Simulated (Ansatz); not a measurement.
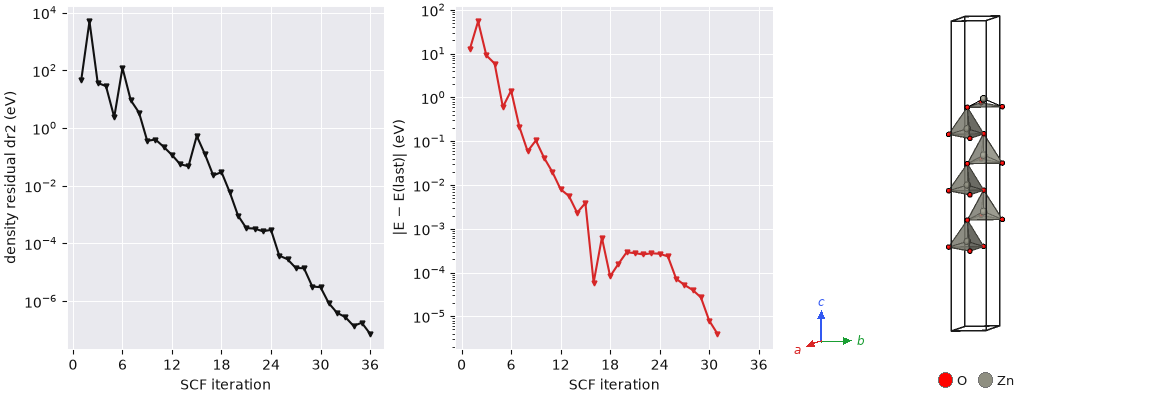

Beside the plot: the structure.

The plot shows the SCF iterations of a calculation: density residual dr2, distance of the Harris–Foulkes energy from its last value. Energy differences below 3 × 10⁻⁶ eV aren't drawn.

ZnO (slab, 12 atoms in the cell), run with Ansatz.

```
crystal:
  lattice:
    - [3.2300563402, 0.0, 0.0]
    - [-1.6150281701, 2.7973108462, 0.0]
    - [0.0, 0.0, 28.6666317632]
  atoms:
    - { symbol: O, position: [0.3333333333, 0.6666666667, 0.2616282255] }
    - { symbol: Zn, position: [0.6666666667, 0.3333333333, 0.2836475183] }
    - { symbol: O, position: [0.6666666667, 0.3333333333, 0.3525730768] }
    - { symbol: Zn, position: [0.3333333333, 0.6666666667, 0.3745923695] }
    - { symbol: O, position: [0.3333333333, 0.6666666667, 0.443517928] }
    - { symbol: Zn, position: [0.6666666667, 0.3333333333, 0.4655372208] }
    - { symbol: O, position: [0.6666666667, 0.3333333333, 0.5344627792] }
    - { symbol: Zn, position: [0.3333333333, 0.6666666667, 0.556482072] }
    - { symbol: O, position: [0.3333333333, 0.6666666667, 0.6254076305] }
    - { symbol: Zn, position: [0.6666666667, 0.3333333333, 0.6474269232] }
    - { symbol: O, position: [0.6666666667, 0.3333333333, 0.7163524817] }
    - { symbol: Zn, position: [0.3333333333, 0.6666666667, 0.7383717745] }
basis:
  ecutwfc: 500
kpoints:
  mp_grid: { grid: [9, 9, 1] }
hamiltonian:
  xc: r2scan
  hubbard: { sites: [{ species: O, l: p, u_eff: -5.0 }] }
scf:
  occupations: { method: gaussian, width: 0.05 }
  max_iter: 100
output:
  forces: true
  eigenvalues: true
  stress: true
efield:
  axis: 3
  dipole_correction: true
  ramp_width: 0.04
```

Command:
```bash
ansatz run input.yaml --threads 1 --pin off --max-ram 3072MiB --backend cpu --events-out ev --progress --plain --runs-dir out
```

### Was self-consistency reached?

Converged, in 36 iterations. The residual falls unevenly and jumps up by a factor of two or more 3 times on the way down, most sharply at step 2 (by a factor of about 100).

### Read the residual at the first and at the last step drawn.

It starts near 50 and ends near 7 × 10⁻⁸ eV.

### Is anything amiss with this input?

The input holds a fault (an enormous or negative U). The SCF closed all the same, which doesn't make the results meaningful for the real system.
